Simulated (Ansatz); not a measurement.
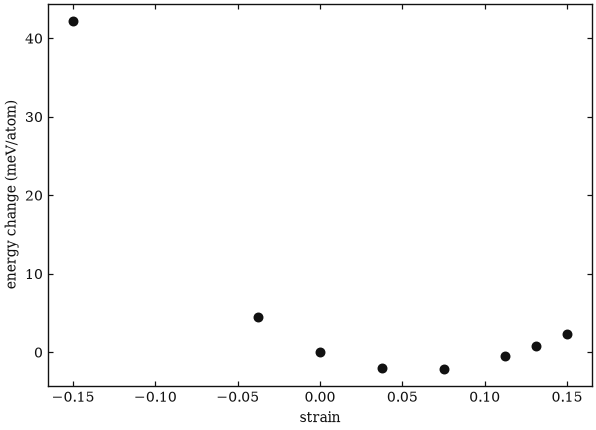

Plotted: energy change against strain for Cs, space group Im-3m (No. 229).

The given structure:
```yaml
crystal:
  lattice:
    - [-3.02250, 3.02250, 3.02250]
    - [3.02250, -3.02250, 3.02250]
    - [3.02250, 3.02250, -3.02250]
  atoms:
    - { symbol: Cs, position: [0.00000, 0.00000, 0.00000] }
```

How it was computed, with Ansatz 0.2.0: homogeneous strain of a crystal along one Voigt pattern with engineering shear, fractional coordinates fixed, by plane-wave density functional theory with PAW datasets, free energies less that of the undisturbed cell; scalar-relativistic. Level: PBE, no spin polarisation.

- wave cutoff: 420 eV
- k mesh: 12×12×12
- occupations: Gaussian
- smearing width: 0.15 eV
- k shift: (0, 0, 0) (mesh steps)
- start: as given
- strain pattern: (0, 1, 0, 0, 0, 0) (xx yy zz yz xz xy with engineering shear)

The points at strain −0.1125 and −0.0750 are left out of the plot. What values does the calculation give there?

```csv
strain,energy change (meV/atom)
-0.1125,24.36
-0.0750,12.25
```

Limits of the calculation: reference crystal is not relaxed.
